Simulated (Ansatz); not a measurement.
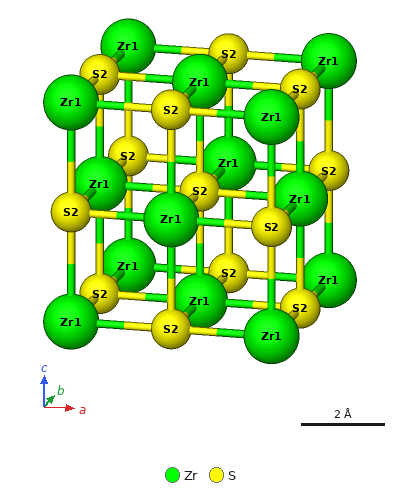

Fig. 1: The input geometry of run A (ball-and-stick view of the cell 4 times as large as that of the calculation, set on its symmetry axes, seen slightly off an axis; atoms are numbered from 1 in the order of the input). An atom can appear more than once, as a periodic image. Near neighbours in the periodic cell (some may lie outside the picture): Zr has 6 S at 2.51 to 2.74 Å; S has 6 Zr at 2.51 to 2.74 Å.

**ZrS: a changed input and its effect**

System: ZrS (Fmmm, 2 atoms in the cell).
Method of run A: DFT r2SCAN, scalar-relativistic, plane waves, PAW, no spin polarisation (Ansatz 0.2.0).

The structure derives from an entry of the Crystallography Open Database. Text and figures count atoms from 1; the logs count them from 0 in places.

## Input file, run A
```yaml
crystal:
  lattice:
    - [0.0, 2.506875, 2.625]
    - [2.743125, 0.0, 2.625]
    - [2.743125, 2.506875, 0.0]
  atoms:
    - { symbol: Zr, position: [0.0, 0.0, 0.0] }
    - { symbol: S, position: [0.5, 0.5, 0.5] }
basis:
  ecutwfc: 500
kpoints:
  mp_grid: { grid: [16, 16, 16] }
hamiltonian:
  xc: r2scan
scf:
  occupations: { method: gaussian, width: 0.15 }
output:
  forces: true
  stress: true
  eigenvalues: true
```

Command:
```bash
ansatz run input.yaml --threads 1 --pin off --max-ram 2560MiB --backend cpu --events-out ev --progress --plain --runs-dir out
```

Hardware: 1 thread of Intel Xeon @ 2.50GHz (Skylake/Cascade Lake), 189 GiB of memory available, shared host.

## Output, shortened to warnings, some set-up lines, iterations and results (run A)
```
Basis set: ecut = 500 eV, 919 PW (Γ), exchange–correlation on 108×120×120 points (64 copies of the dense FFT grid, shifted against one another)
Symmetry: 8 space group operations
k-points: 621 of 4096
Initial density: superposition of atomic densities (neutral atoms: chi_scale 0, normalization atom), corrected by the library's trained network
[...]
SCF iter   1: F=—  HF=-5103.792945 eV  |F-HF|=—  |Δ(HF+E_count)|=         —  Δρ=7.39e-3  dr2=2.02e-2  dr2_τ=1.78e-2  ethr=1.77e-3  ⟨swp⟩=5.1  Hψ=106808  notcnv=0
SCF iter   2: F=—  HF=-5103.858476 eV  |F-HF|=—  |Δ(HF+E_count)|=   6.55e-2  Δρ=4.92e-3  dr2=9.09e-3  dr2_τ=1.75e-4  ethr=1.12e-4  ⟨swp⟩=2.0  Hψ=21754  notcnv=0  defer=1511
SCF iter   3: F=—  HF=-5103.858048 eV  |F-HF|=—  |Δ(HF+E_count)|=   4.29e-4  Δρ=1.30e-3  dr2=7.96e-4  dr2_τ=1.42e-4  ethr=5.05e-5  ⟨swp⟩=2.6  Hψ=14632  notcnv=0  defer=1511
SCF iter   4: F=—  HF=-5103.857967 eV  |F-HF|=—  |Δ(HF+E_count)|=   8.04e-5  Δρ=3.62e-4  dr2=2.87e-5  dr2_τ=2.29e-6  ethr=4.42e-6  ⟨swp⟩=2.2  Hψ=12166  notcnv=0  defer=1511
SCF iter   5: F=—  HF=-5103.857993 eV  |F-HF|=—  |Δ(HF+E_count)|=   2.56e-5  Δρ=1.10e-4  dr2=4.68e-6  dr2_τ=1.85e-7  ethr=1.59e-7  ⟨swp⟩=2.2  Hψ=12756  notcnv=0  defer=1511
SCF iter   6: F=—  HF=-5103.857997 eV  |F-HF|=—  |Δ(HF+E_count)|=   3.65e-6  Δρ=2.76e-5  dr2=3.99e-7  dr2_τ=5.68e-9  ethr=2.60e-8  ⟨swp⟩=2.0  Hψ=11648  notcnv=0  defer=1511
SCF iter   7: F=-5103.857997 eV  HF=-5103.857997 eV  |F-HF|=2.46e-9  |Δ(HF+E_count)|=   2.84e-7  Δρ=6.00e-6  dr2=1.40e-8  dr2_τ=3.50e-10  ethr=5.56e-10  ⟨swp⟩=8.8  Hψ=52952  …
SCF 1 converged in 7 iterations: F = -5103.857997 eV  dr2 = 1.40e-8
SCF converged after 7 iterations
Free energy (F): -5103.857997 eV
Harris-Foulkes:  -5103.857997 eV  (|F-HF|=2.46e-9)
Internal energy: -5103.843415 eV  (E = F + TS)
E sigma→0 (E₀):  -5103.850706 eV
Entropy (-TS):   -0.014582 eV (-7.291 meV/atom)
Fermi energy:    14.822395 eV
--- Per-component energies (eV) ---
  E_band       = -83.858540
  E_kinetic    = 444.463551
  E_local      = -701.194670  (includes V_loc(G=0)·N_el)
  E_nonlocal   = 107.396758
  E_hartree    = 221.624465
  E_xc         = -249.670975
  E_vxc        = -308.345501  (∫ρ·V_xc dr)
  E_paw        = -3580.633478  (= ΣΔE_a)
  E_vpaw       = -86.129990  (= ΣTr[D̂ρ^β])
  E_aug_tail   = 0.000011  (compensation charges beyond the density's cutoff)
  E_vtau       = 16.702731  (kinetic-family band-sum trace: ∫τ·v_τ [+ j·A + Jᵃ·Aᵃ] dr)
  E_ewald      = -1345.554570
  E_core_change = -0.274508  (= ΣΔE_core)
  E_smearing   = -0.014582  (= −TS)
  E_closure    = 0.000000  (closes the sum)
  Σ components = -5103.857997   (vs F -5103.857997, Δ=0.00e0)
--- Forces (eV/Å), atoms counted from 1 ---
  atom   1  Zr    -0.00000000     0.00000000    -0.00000000
  atom   2  S      0.00000000     0.00000000     0.00000000
  max |Σ_I F_I| component: 4.73e-30 eV/Å
--- Stress (GPa, compression-positive) ---
      -10.352992       0.000000      -0.000000
        0.000000      13.764250      -0.000000
       -0.000000      -0.000000      -2.072374
  P = ⅓ Tr σ = 0.4463 GPa (4.463 kbar)
```

For run B the input was changed thus:
```diff
-    - [0.0, 2.506875, 2.625]
-    - [2.743125, 0.0, 2.625]
-    - [2.743125, 2.506875, 0.0]
+    - [0.0, 2.4871875, 2.625]
+    - [2.7628125, 0.0, 2.625]
+    - [2.7628125, 2.4871875, 0.0]
```

Predict how the results change.

With the same functional and potentials, run B lies 22.4 meV per atom higher. The pressure goes from 0.45 to 1.33 GPa. The number of SCF iterations is the same.

## Output, shortened to warnings, some set-up lines, iterations and results (run B)
```
Basis set: ecut = 500 eV, 919 PW (Γ), exchange–correlation on 108×120×120 points (64 copies of the dense FFT grid, shifted against one another)
Symmetry: 8 space group operations
k-points: 621 of 4096
Initial density: superposition of atomic densities (neutral atoms: chi_scale 0, normalization atom), corrected by the library's trained network
[...]
SCF iter   1: F=—  HF=-5103.748414 eV  |F-HF|=—  |Δ(HF+E_count)|=         —  Δρ=7.45e-3  dr2=2.10e-2  dr2_τ=1.84e-2  ethr=1.77e-3  ⟨swp⟩=5.1  Hψ=106826  notcnv=0
SCF iter   2: F=—  HF=-5103.813774 eV  |F-HF|=—  |Δ(HF+E_count)|=   6.54e-2  Δρ=4.95e-3  dr2=9.32e-3  dr2_τ=1.81e-4  ethr=1.17e-4  ⟨swp⟩=2.0  Hψ=21786  notcnv=0  defer=1513
SCF iter   3: F=—  HF=-5103.813296 eV  |F-HF|=—  |Δ(HF+E_count)|=   4.78e-4  Δρ=1.30e-3  dr2=7.82e-4  dr2_τ=1.33e-4  ethr=5.18e-5  ⟨swp⟩=2.6  Hψ=14711  notcnv=0  defer=1513
SCF iter   4: F=—  HF=-5103.813222 eV  |F-HF|=—  |Δ(HF+E_count)|=   7.35e-5  Δρ=3.62e-4  dr2=2.97e-5  dr2_τ=2.41e-6  ethr=4.35e-6  ⟨swp⟩=2.2  Hψ=12322  notcnv=0  defer=1513
SCF iter   5: F=—  HF=-5103.813248 eV  |F-HF|=—  |Δ(HF+E_count)|=   2.59e-5  Δρ=1.19e-4  dr2=5.72e-6  dr2_τ=2.03e-7  ethr=1.65e-7  ⟨swp⟩=2.2  Hψ=12605  notcnv=0  defer=1513
SCF iter   6: F=—  HF=-5103.813252 eV  |F-HF|=—  |Δ(HF+E_count)|=   3.83e-6  Δρ=3.09e-5  dr2=5.05e-7  dr2_τ=7.25e-9  ethr=3.18e-8  ⟨swp⟩=2.0  Hψ=11558  notcnv=0  defer=1513
SCF iter   7: F=-5103.813252 eV  HF=-5103.813252 eV  |F-HF|=3.02e-9  |Δ(HF+E_count)|=   3.11e-7  Δρ=6.05e-6  dr2=1.40e-8  dr2_τ=2.85e-10  ethr=5.56e-10  ⟨swp⟩=9.0  Hψ=53257  …
SCF 1 converged in 7 iterations: F = -5103.813252 eV  dr2 = 1.40e-8
SCF converged after 7 iterations
Free energy (F): -5103.813252 eV
Harris-Foulkes:  -5103.813252 eV  (|F-HF|=3.02e-9)
Internal energy: -5103.799011 eV  (E = F + TS)
E sigma→0 (E₀):  -5103.806132 eV
Entropy (-TS):   -0.014241 eV (-7.121 meV/atom)
Fermi energy:    14.825109 eV
--- Per-component energies (eV) ---
  E_band       = -83.681366
  E_kinetic    = 444.741043
  E_local      = -702.562326  (includes V_loc(G=0)·N_el)
  E_nonlocal   = 107.419045
  E_hartree    = 222.311691
  E_xc         = -249.749429
  E_vxc        = -308.473747  (∫ρ·V_xc dr)
  E_paw        = -3580.648972  (= ΣΔE_a)
  E_vpaw       = -86.145782  (= ΣTr[D̂ρ^β])
  E_aug_tail   = 0.000010  (compensation charges beyond the density's cutoff)
  E_vtau       = 16.717448  (kinetic-family band-sum trace: ∫τ·v_τ [+ j·A + Jᵃ·Aᵃ] dr)
  E_ewald      = -1345.035565
  E_core_change = -0.274508  (= ΣΔE_core)
  E_smearing   = -0.014241  (= −TS)
  E_closure    = 0.000000  (closes the sum)
  Σ components = -5103.813252   (vs F -5103.813252, Δ=0.00e0)
--- Forces (eV/Å), atoms counted from 1 ---
  atom   1  Zr     0.00000000     0.00000000    -0.00000000
  atom   2  S      0.00000000     0.00000000    -0.00000000
  max |Σ_I F_I| component: 1.18e-30 eV/Å
--- Stress (GPa, compression-positive) ---
      -11.136642       0.000000       0.000000
        0.000000      17.177489       0.000000
        0.000000       0.000000      -2.036601
  P = ⅓ Tr σ = 1.3347 GPa (13.347 kbar)
```

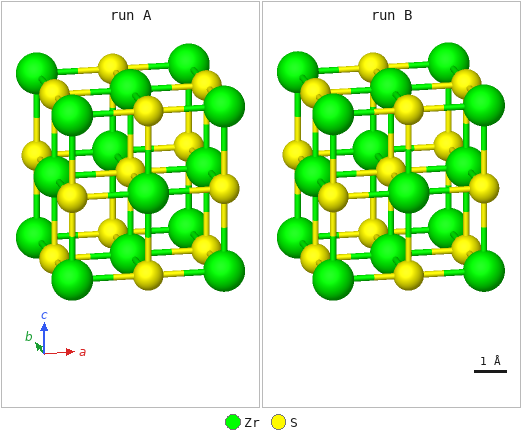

Fig. 2: The two input geometries at one scale (ball-and-stick view of the cell 4 times as large as that of the calculation, set on its symmetry axes, seen slightly off an axis). No atom moves by more than 0.005 Å relative to the cell. The volume changes by −0.1 %, with a 5.014 → 4.974 Å (−0.8 %), b stays at 5.250 Å, c 5.486 → 5.526 Å (+0.7 %). Among the contacts that change: S–Zr 2.743 → 2.763 Å, S–Zr 2.507 → 2.487 Å.

## The two runs side by side

| quantity | run A | run B |
| --- | --- | --- |
| outcome | converged | converged |
| free energy per atom (eV) | −2551.9290 | −2551.9066 |
| energy per atom, smearing taken to zero (eV) | −2551.9254 | −2551.9031 |
| gap on the mesh (eV) | 0.00 | 0.00 |
| pressure (GPa) | 0.45 | 1.33 |
| volume per atom (Å³) | 18.05 | 18.04 |
| largest force (eV/Å) | 0.000 | 0.000 |
| SCF iterations | 7 | 7 |
| irreducible k-points | 621 | 621 |
| plane waves at Γ | 919 | 919 |
| wall time (shared host) | 73 s | 91 s |
